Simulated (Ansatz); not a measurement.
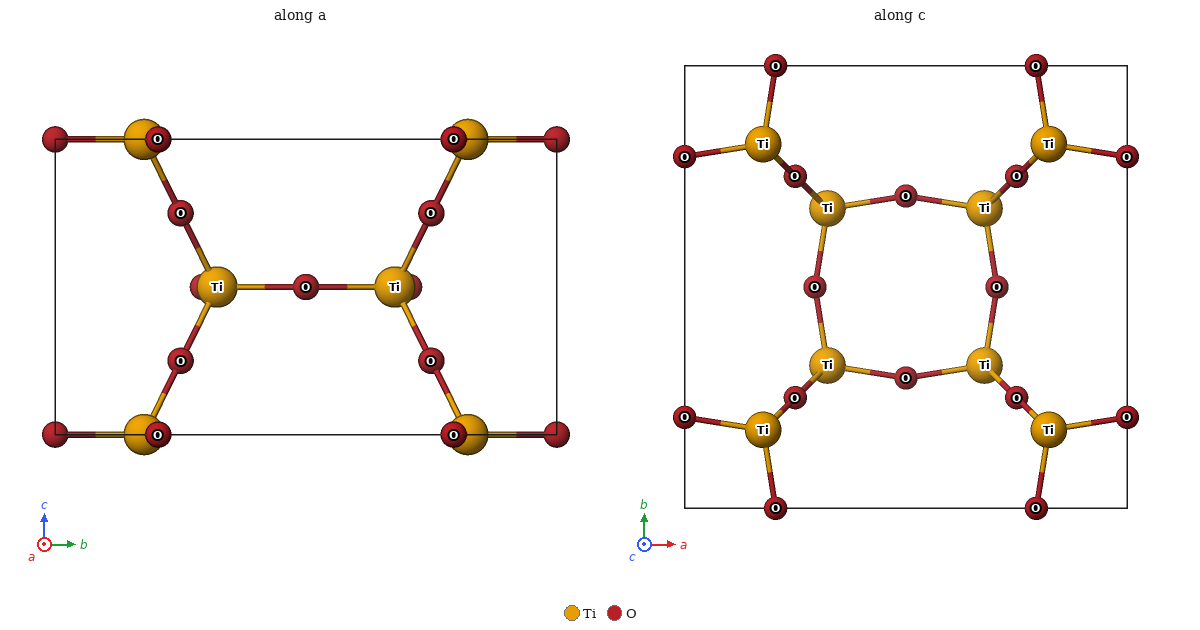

The structure above is drawn in ball-and-stick style and viewed along the a axis and along the c axis. Thin lines show the conventional unit cell, with boundary atoms drawn in all their periodic places.

TiO₂, space group I4/mmm (No. 139), a = 10.07 Å, b = 10.07 Å, c = 5.92 Å, α = 90.00°, β = 90.00°, γ = 90.00°.

The numbers come from Ansatz, DFT r2SCAN, scalar-relativistic, plane waves, PAW, using wavefunction cutoff 500 eV, k-points about 0.21 Å⁻¹ apart, Gaussian smearing of 0.02 eV, no spin polarisation.

What is the electronic character?

Answer. An insulator at this level, with a gap of 3.81 eV on the k-mesh (the true edges may lie between mesh points, so the gap can be somewhat smaller).

Its origin is a structure listed in the Materials Project, with elements exchanged, so it need not be a known form of the compound. The structure drawn was relaxed with DFT r2SCAN, scalar-relativistic, plane waves, PAW in Ansatz.
